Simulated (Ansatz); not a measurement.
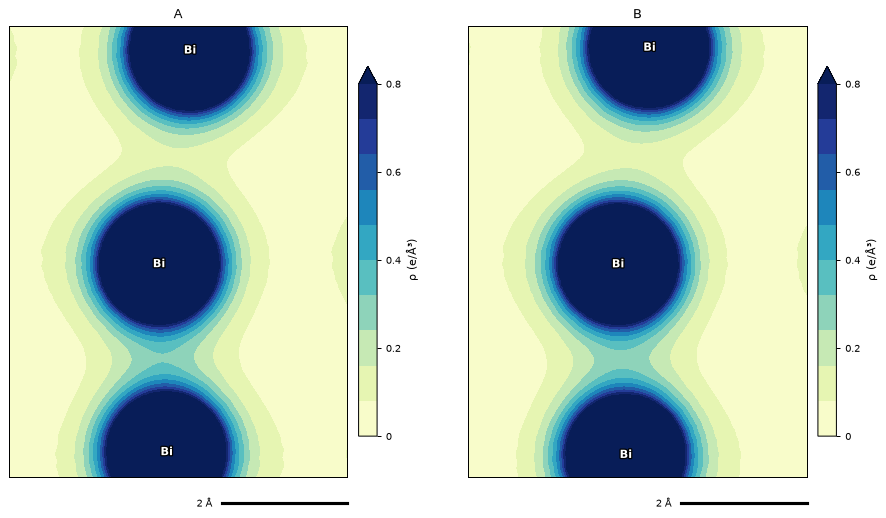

Bi. The valence charge density (pseudo) of two cells that differ in size, on the (11̄0) plane of each (indices in the axes of the calculation cell), at one length scale and on one colour scale; one has 33.0 and the other 34.4 Å³ an atom.

Theory: Kohn-Sham DFT of a periodic cell, LDA, Ansatz PAW in Ansatz.

The density is the valence pseudo-density of a PAW calculation; it isn't the true density close to the nuclei.

### Which panel shows the smaller cell, and what does the compression change?

Panel A is the smaller cell, by 4 % in volume. From the larger cell to the smaller, Bi–Bi goes from 3.04 to 3.00 Å, and the density at its midpoint from 0.29 to 0.31 e/Å³; the pressure goes from −0.6 to 1.7 GPa.
